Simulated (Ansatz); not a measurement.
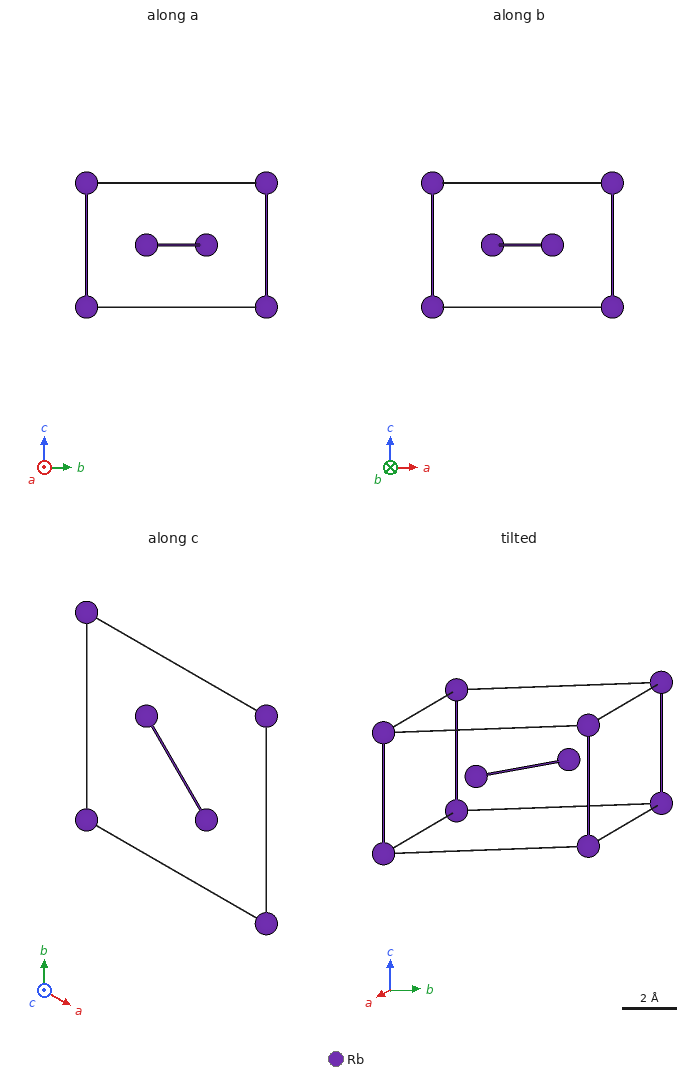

An orthographic ball-and-stick view of the structure, along the a axis, along the b axis, along the c axis and slightly off an axis. Thin lines show the conventional unit cell, with boundary atoms drawn in all their periodic places.

Lattice parameters: a = 7.785 Å, b = 7.785 Å, c = 4.653 Å, α = 90.00°, β = 90.00°, γ = 120.00°.

### Write down what is shown as a table of Wyckoff sites.

Space group P6/mmm (No. 191).
```tsv
atom	site	x	y	z
Rb	1a	0.0000	0.0000	0.0000
Rb	2d	0.3333	0.6667	0.5000
```

The model was built from a structure type filled with this element by a generator (whether the element takes this form wasn't checked). Earlier steps of the study may have refined or changed the cell and positions. It went into a calculation with Ansatz.
